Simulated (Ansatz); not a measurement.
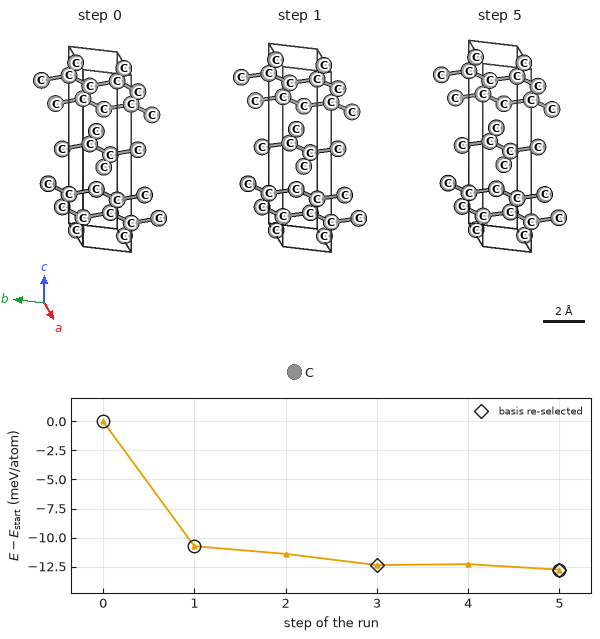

Frames of a relaxation of crystalline C (set up in R-3m) (coarse preliminary run), marked on the history of the run. The picture is a ball-and-stick view of the conventional cell (3 times the calculation's cell), seen from a free direction. Lengths and directions refer to the drawn axes.

Theory: Ansatz, DFT PBEsol, scalar-relativistic, plane waves, PAW.

The input:
```yaml
crystal:
  lattice:
    - [1.2280263465, 0.7090013417, 3.3470108394]
    - [-1.2280263465, 0.7090013417, 3.3470108394]
    - [0.0, -1.4180026834, 3.3470108394]
  atoms:
    - { symbol: C, position: [0.164, 0.164, 0.164] }
    - { symbol: C, position: [0.836, 0.836, 0.836] }
basis:
  ecutwfc: 420
kpoints:
  mp_grid: { grid: [12, 12, 12] }
hamiltonian:
  xc: pbesol
scf:
  occupations: { method: gaussian, width: 0.1 }
output:
  forces: true
  stress: true
  eigenvalues: true
relax:
  adjacent_minimum: "off"
  f_tol: 0.05
  max_steps: 80
  cell: { stress_tol: 0.5 }
```

Command:
```bash
ansatz run input.yaml --threads 2 --pin off --max-ram 5120MiB --backend cpu --events-out ev --progress --plain --runs-dir out
```

Q: Describe the path.

A: The energy falls by 12.8 meV per atom in 3 accepted moves (5 points after the start). The largest force component goes from 0.86 to 0.011 eV/Å. Pressure: 1.13 GPa at the start and 0.22 GPa at the end. The SCF was repeated twice at an unchanged geometry on a basis and grid sized afresh for the cell, which shifted the energy by 1.0 meV per atom at most. The largest moves relative to the cell, 0.027 Å, are those of C1 and C2. C1 goes along +c. Cell: a = b 2.456 → 2.459 Å (+0.1 %), c 10.041 → 10.384 Å (+3.4 %). Volume +3.6 %. The space group stays R-3m (No. 166). The run took 5.8 s on 2 threads of Arm Neoverse V2, with other jobs on the host, peak memory 0.3 GiB. From step 0 to 1: C atoms move most (0.03 Å), volume +2.1 %, energy −10.7 meV per atom. From step 1 to 5: volume +1.5 %, energy −2.0 meV per atom.

```csv
step,"E − E(0), meV/atom","largest force component, eV/Å","pressure, GPa","volume, Å³/atom",note
0,0.00,0.8611,1.13,8.742,
1,-10.74,0.1974,-0.66,8.926,
2,-11.41,0.0041,-0.04,8.954,
3,-12.37,0.0044,0.11,8.954,"same geometry, new basis"
4,-12.29,0.0114,0.18,9.060,
5,-12.76,0.0115,0.22,9.060,"same geometry, new basis"
```
